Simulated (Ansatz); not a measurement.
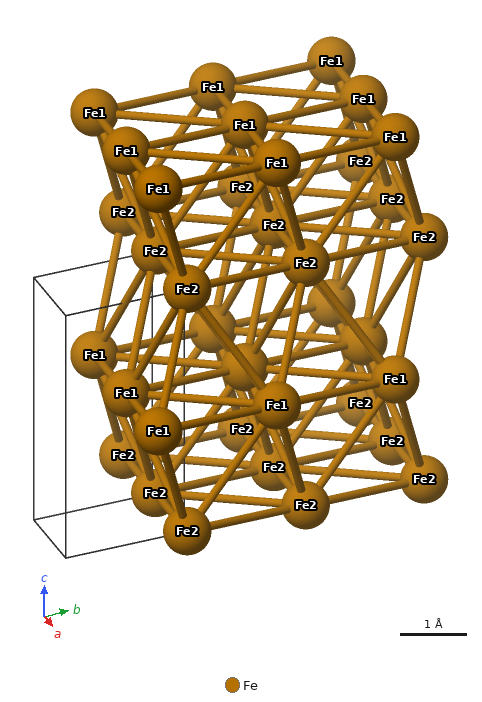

Figure 1. The structure (ball-and-stick view of the cell of the calculation, repeated 3 × 3 × 2, seen slightly off an axis; atoms are numbered from 1 in the order of the input). Near neighbours in the crystal (not all of them lie inside the picture): Fe has 12 Fe at 2.38 to 2.43 Å.

**Two runs on Fe**

System: Fe (2 atoms in the cell).
Method of the first run: Kohn-Sham DFT of a periodic cell, PBE, JTH PAW, spin-polarised (Ansatz 0.2.0).

The structure derives from a Materials Project entry. Text and figures count atoms from 1; the logs count them from 0 in places.

## The input, the first run
```yaml
crystal:
  lattice:
    - [2.4341575853, 0.0, 0.0]
    - [-1.2170787927, 2.1080423057, 0.0]
    - [0.0, 0.0, 3.84193447]
  atoms:
    - { symbol: Fe, position: [0.6666666667, 0.3333333333, 0.75], spin: 3.0 }
    - { symbol: Fe, position: [0.3333333333, 0.6666666667, 0.25], spin: 3.0 }
hamiltonian:
  xc: pbe
  pseudopotentials: { kind: paw, source: jth }
magnetization:
  spin_polarized: true
kpoints:
  mp_grid: { grid: [12, 12, 7] }
scf:
  occupations: { method: fermi_dirac, width: 0.05 }
output:
  forces: true
  stress: true
  eigenvalues: true
  write_density: true
  write_potential: true
  elf: true
  volumetric_format: npy
```

Command:
```bash
ansatz run input.yaml --threads 2 --pin off --max-ram 5120MiB --backend cpu --events-out ev --progress --plain --runs-dir out
```

Hardware: 2 threads of Arm Neoverse V1, 24 GiB of memory available, shared host.

## Output, shortened to warnings, some set-up lines, iterations and results (the first run)
```
Warning: [file] the checks of this Fe dataset prove no rule for summing its radial tables, as where they were carried onto another mesh than they were made on, and Gregory's rule is taken, under which a leading mesh point left out moves its sums only by what lay on the interval it spanned. That does not make them correct, and they differ from Quantum ESPRESSO's on this file; a re-export a …
WARN: the starting moments were not kept: the SCF closed with an absolute magnetisation of 3.5e-7 μB, where they sum to 6 μB in size (2 sites). That is at most 0.1 of that sum. Measured as dr2_m measures the in/out step, that magnetisation stands 6.3e-14 eV from none, at or under the dr2_threshold of 1.0e-7 eV: it is no larger than a step whose dr2_m would equal this threshold. The system may …
Basis set: ecut = 1320 eV, 2153 PW (Γ), exchange–correlation on 60×60×96 points (8 copies of the dense FFT grid, shifted against one another)
Symmetry: 24 space group operations
k-points: 76 of 1008
Initial density: superposition of atomic densities (chi_scale 0.1, normalization cell)
[...]
SCF iter   1: F=—  HF=-8963.432632 eV  |F-HF|=—  |Δ(HF+E_count)|=         —  Δρ=3.34e-1 (↑3.34e-1 ↓1.65e-1)  dr2=6.69e0  dr2_m=1.05e1  M=0.716 μB ∫|m|=0.716 μB  β_m=0.30  …
SCF iter   2: F=—  HF=-8961.043560 eV  |F-HF|=—  |Δ(HF+E_count)|=    2.39e0  Δρ=2.12e-1 (↑2.12e-1 ↓1.34e-1)  dr2=1.57e0  dr2_m=5.24e0  M=0.662 μB ∫|m|=0.662 μB  β_m=0.56  …
SCF iter   3: F=—  HF=-8960.438628 eV  |F-HF|=—  |Δ(HF+E_count)|=   6.05e-1  Δρ=9.45e-2 (↑9.45e-2 ↓2.71e-2)  dr2=1.37e0  dr2_m=4.53e-1  M=0.175 μB ∫|m|=0.179 μB  β_m=0.53  …
SCF iter   4: F=—  HF=-8959.912162 eV  |F-HF|=—  |Δ(HF+E_count)|=   5.26e-1  Δρ=5.19e-3 (↑3.01e-3 ↓5.19e-3)  dr2=1.09e-3  dr2_m=2.42e-3  M=0.041 μB ∫|m|=0.062 μB  β_m=0.63  …
SCF iter   5: F=—  HF=-8959.922621 eV  |F-HF|=—  |Δ(HF+E_count)|=   1.05e-2  Δρ=2.66e-3 (↑2.66e-3 ↓1.71e-3)  dr2=7.43e-4  dr2_m=6.47e-4  M=-0.003 μB ∫|m|=0.013 μB  β_m=0.82  …
SCF iter   6: F=—  HF=-8959.927468 eV  |F-HF|=—  |Δ(HF+E_count)|=   4.85e-3  Δρ=1.12e-3 (↑5.75e-4 ↓1.12e-3)  dr2=4.16e-4  dr2_m=2.12e-5  M=0.003 μB ∫|m|=0.007 μB  β_m=0.91  …
SCF iter   7: F=—  HF=-8959.927938 eV  |F-HF|=—  |Δ(HF+E_count)|=   4.69e-4  Δρ=1.59e-4 (↑1.00e-4 ↓1.59e-4)  dr2=6.03e-7  dr2_m=3.02e-6  M=0.001 μB ∫|m|=0.001 μB  β_m=0.95  …
SCF iter   8: F=—  HF=-8959.927937 eV  |F-HF|=—  |Δ(HF+E_count)|=   2.91e-7  Δρ=4.54e-5 (↑4.54e-5 ↓1.77e-5)  dr2=5.98e-7  dr2_m=3.61e-8  M=0.000 μB ∫|m|=0.000 μB  β_m=0.98  …
SCF iter   9: F=—  HF=-8959.927938 eV  |F-HF|=—  |Δ(HF+E_count)|=   1.71e-7  Δρ=8.20e-6 (↑4.14e-6 ↓8.20e-6)  dr2=2.25e-8  dr2_m=8.25e-10  M=0.000 μB ∫|m|=0.000 μB  β_m=0.90  …
SCF iter  10: F=—  HF=-8959.927938 eV  |F-HF|=—  |Δ(HF+E_count)|=   5.63e-9  Δρ=1.57e-6 (↑5.99e-7 ↓1.57e-6)  dr2=6.71e-10  dr2_m=4.87e-11  M=0.000 μB ∫|m|=0.000 μB  β_m=0.95  …
SCF iter  11: F=-8959.927938 eV  HF=-8959.927938 eV  |F-HF|=5.46e-12  |Δ(HF+E_count)|=  2.09e-10  Δρ=6.31e-8 (↑5.55e-8 ↓6.31e-8)  dr2=1.18e-12  dr2_m=1.70e-14  M=0.000 μB …
SCF 1 converged in 11 iterations: F = -8959.927938 eV  dr2 = 1.18e-12
WARN: the starting moments were not kept: the SCF closed with an absolute magnetisation of 3.5e-7 μB, where they sum to 6 μB in size (2 sites). That is at most 0.1 of that sum. Measured as dr2_m measures the in/out step, that magnetisation stands 6.3e-14 eV from none, at or under the dr2_threshold …
SCF converged after 11 iterations
Magnetization: 0.0000 μB (16.0000 up, 16.0000 down)
Absolute magnetization: 0.0000 μB (∫|ρ↑−ρ↓|, with the PAW one-centre terms)
Spin contamination: 0.0000 ħ² per cell (⟨S²⟩ above its minimum at these occupations)
Per-site moments (μB) at R_I (Å): [(1.497286651994945e-7, 0.9818155270763972), (1.497286654027662e-7, 0.9818155270763972)]
Free energy (F): -8959.927938 eV
Harris-Foulkes:  -8959.927938 eV  (|F-HF|=5.46e-12)
Internal energy: -8959.908181 eV  (E = F + TS)
E sigma→0 (E₀):  -8959.918059 eV
Entropy (-TS):   -0.019757 eV (-9.878 meV/atom)
Fermi energy:    23.856176 eV
--- Per-component energies (eV) ---
  E_band       = -267.670529
  E_kinetic    = 673.531459
  E_local      = -2829.995489  (includes V_loc(G=0)·N_el)
  E_nonlocal   = -534.427590
  E_hartree    = 1158.811984
  E_xc         = -189.902817
  E_vxc        = -247.603447  (∫ρ·V_xc dr)
  E_paw        = -2273.256037  (= ΣΔE_a)
  E_vpaw       = 353.200669  (= ΣTr[D̂ρ^β])
[...]
```

The input of the second run differs as follows (lines with − go, lines with + come):
```diff
-  pseudopotentials: { kind: paw, source: jth }
+  pseudopotentials: { kind: paw }
-  mp_grid: { grid: [12, 12, 7] }
+  mp_grid: { grid: [9, 9, 5] }
```

How does the second run compare with the first run?

The total energies belong to different models, so their difference says nothing on which is more stable or more accurate. The pressure goes from 9.78 to 10.43 GPa. The number of SCF iterations is the same. The default cutoff goes from 1320 to 420 eV with the change. The irreducible k-points go from 76 to 36. The plane waves at Γ go from 2153 to 391. On the same kind of shared host the second run took about 0.2 times as long.

## Output, shortened to warnings, some set-up lines, iterations and results (the second run)
```
WARN: the starting moments were not kept: the SCF closed with an absolute magnetisation of 2.4e-6 μB, where they sum to 6 μB in size (2 sites). That is at most 0.1 of that sum. Measured as dr2_m measures the in/out step, that magnetisation stands 4.9e-12 eV from none, at or under the dr2_threshold of 1.0e-7 eV: it is no larger than a step whose dr2_m would equal this threshold. The system may …
Basis set: ecut = 420 eV, 391 PW (Γ), exchange–correlation on 36×36×54 points (8 copies of the dense FFT grid, shifted against one another)
Symmetry: 24 space group operations
k-points: 36 of 405
Initial density: superposition of atomic densities (chi_scale 0.1, normalization cell)
[...]
SCF iter   1: F=—  HF=-8963.855436 eV  |F-HF|=—  |Δ(HF+E_count)|=         —  Δρ=4.22e-1 (↑4.22e-1 ↓2.34e-1)  dr2=5.58e0  dr2_m=1.91e1  M=0.473 μB ∫|m|=0.544 μB  β_m=0.30  …
SCF iter   2: F=—  HF=-8960.556806 eV  |F-HF|=—  |Δ(HF+E_count)|=    3.30e0  Δρ=2.62e-1 (↑2.62e-1 ↓2.01e-1)  dr2=7.06e-1  dr2_m=9.62e0  M=0.448 μB ∫|m|=0.496 μB  β_m=0.60  …
SCF iter   3: F=—  HF=-8962.115983 eV  |F-HF|=—  |Δ(HF+E_count)|=    1.56e0  Δρ=1.40e-1 (↑1.40e-1 ↓4.48e-2)  dr2=3.74e0  dr2_m=5.13e-1  M=0.078 μB ∫|m|=0.121 μB  β_m=0.49  …
SCF iter   4: F=—  HF=-8960.759914 eV  |F-HF|=—  |Δ(HF+E_count)|=    1.36e0  Δρ=1.80e-2 (↑4.22e-3 ↓1.80e-2)  dr2=5.01e-2  dr2_m=9.49e-3  M=0.047 μB ∫|m|=0.074 μB  β_m=0.74  …
SCF iter   5: F=—  HF=-8960.827984 eV  |F-HF|=—  |Δ(HF+E_count)|=   6.81e-2  Δρ=1.11e-2 (↑7.83e-3 ↓1.11e-2)  dr2=4.26e-2  dr2_m=5.65e-4  M=0.016 μB ∫|m|=0.029 μB  β_m=0.87  …
SCF iter   6: F=—  HF=-8960.825359 eV  |F-HF|=—  |Δ(HF+E_count)|=   2.63e-3  Δρ=7.26e-4 (↑7.26e-4 ↓5.19e-4)  dr2=2.09e-4  dr2_m=2.35e-6  M=0.001 μB ∫|m|=0.002 μB  β_m=0.81  …
SCF iter   7: F=—  HF=-8960.825477 eV  |F-HF|=—  |Δ(HF+E_count)|=   1.18e-4  Δρ=2.64e-4 (↑2.64e-4 ↓7.98e-5)  dr2=6.83e-6  dr2_m=3.14e-6  M=0.001 μB ∫|m|=0.002 μB  β_m=0.90  …
SCF iter   8: F=—  HF=-8960.825475 eV  |F-HF|=—  |Δ(HF+E_count)|=   1.41e-6  Δρ=5.14e-5 (↑3.84e-5 ↓5.14e-5)  dr2=8.67e-8  dr2_m=2.81e-7  M=0.000 μB ∫|m|=0.000 μB  β_m=0.84  …
SCF iter   9: F=—  HF=-8960.825475 eV  |F-HF|=—  |Δ(HF+E_count)|=   7.82e-9  Δρ=1.38e-5 (↑1.38e-5 ↓8.30e-6)  dr2=4.85e-8  dr2_m=5.40e-9  M=0.000 μB ∫|m|=0.000 μB  β_m=0.92  …
SCF iter  10: F=—  HF=-8960.825475 eV  |F-HF|=—  |Δ(HF+E_count)|=   3.72e-8  Δρ=2.35e-6 (↑2.35e-6 ↓6.80e-7)  dr2=1.16e-9  dr2_m=1.66e-10  M=0.000 μB ∫|m|=0.000 μB  β_m=0.90  …
SCF iter  11: F=-8960.825475 eV  HF=-8960.825475 eV  |F-HF|=4.73e-11  |Δ(HF+E_count)|=  5.55e-10  Δρ=3.90e-7 (↑3.90e-7 ↓2.74e-7)  dr2=5.26e-11  dr2_m=1.40e-12  M=0.000 μB …
SCF 1 converged in 11 iterations: F = -8960.825475 eV  dr2 = 5.26e-11
WARN: the starting moments were not kept: the SCF closed with an absolute magnetisation of 2.4e-6 μB, where they sum to 6 μB in size (2 sites). That is at most 0.1 of that sum. Measured as dr2_m measures the in/out step, that magnetisation stands 4.9e-12 eV from none, at or under the dr2_threshold …
SCF converged after 11 iterations
Magnetization: 0.0000 μB (16.0000 up, 16.0000 down)
Absolute magnetization: 0.0000 μB (∫|ρ↑−ρ↓|, with the PAW one-centre terms)
Spin contamination: 0.0000 ħ² per cell (⟨S²⟩ above its minimum at these occupations)
Per-site moments (μB) at R_I (Å): [(1.0516809389264265e-6, 0.9818155270763972), (1.0516809390055417e-6, 0.9818155270763972)]
Free energy (F): -8960.825475 eV
Harris-Foulkes:  -8960.825475 eV  (|F-HF|=4.73e-11)
Internal energy: -8960.809407 eV  (E = F + TS)
E sigma→0 (E₀):  -8960.817441 eV
Entropy (-TS):   -0.016069 eV (-8.034 meV/atom)
Fermi energy:    22.003779 eV
--- Per-component energies (eV) ---
  E_band       = -327.908959
  E_kinetic    = 713.240052
  E_local      = -3768.204975  (includes V_loc(G=0)·N_el)
  E_nonlocal   = 425.453447
  E_hartree    = 1600.048900
  E_xc         = -239.994077
  E_vxc        = -309.358137  (∫ρ·V_xc dr)
  E_paw        = -2726.685033  (= ΣΔE_a)
  E_vpaw       = -589.139642  (= ΣTr[D̂ρ^β])
[...]
```

## The two runs side by side

| quantity | the first run | the second run |
| --- | --- | --- |
| outcome | converged | converged |
| free energy per atom (eV) | −4479.9640 | −4480.4127 |
| energy per atom, smearing taken to zero (eV) | −4479.9590 | −4480.4087 |
| gap on the mesh (eV) | 0.00 | 0.00 |
| net moment of the cell (μB) | 0.00 | 0.00 |
| absolute moment of the cell (μB) | 0.00 | 0.00 |
| pressure (GPa) | 9.78 | 10.43 |
| largest force (eV/Å) | 0.000 | 0.000 |
| SCF iterations | 11 | 11 |
| irreducible k-points | 76 | 36 |
| plane waves at Γ | 2153 | 391 |
| wall time (shared host) | 13 s | 2.6 s |

For both runs: Warnings: some starting moments were not kept. For the first run: The cell is under a pressure of 9.8 GPa at this level, so it is not at its equilibrium volume. For the second run: The cell is under a pressure of 10.4 GPa at this level, so it is not at its equilibrium volume.
